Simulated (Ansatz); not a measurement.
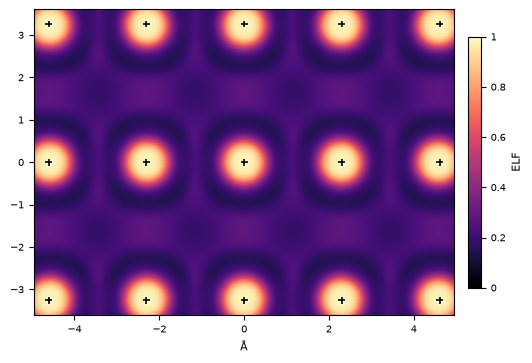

The ELF on a plane through atoms (crosses mark nuclei in the plane).

Theory: DFT, RPBE, plane waves (420 eV) with PAW, scalar-relativistic in Ansatz 0.2.0.

Candidates:
A. Sc, a = 6.66 Å, b = 6.66 Å, c = 6.66 Å, α = 90.00°, β = 90.00°, γ = 90.00°. Space group Fd-3m; set up as Sc, diamond; a generated structure, not necessarily the stable one; changed on purpose from its base cell (volume × 0.92).
B. Co, a = 2.31 Å, b = 2.31 Å, c = 2.31 Å, α = 90.00°, β = 90.00°, γ = 90.00°. Space group Pm-3m; set up as Co, simple cubic; a generated structure, not necessarily the stable one; changed on purpose from its base cell (volume × 1.0); computed without spin polarisation.

Which candidate gave the map?

Candidate B: Co on the (101) plane of the conventional cell, which holds Co. Co–Co (2.31 Å): the ELF is about 0.20 at the midpoint (no shared electron pair shows on this line).
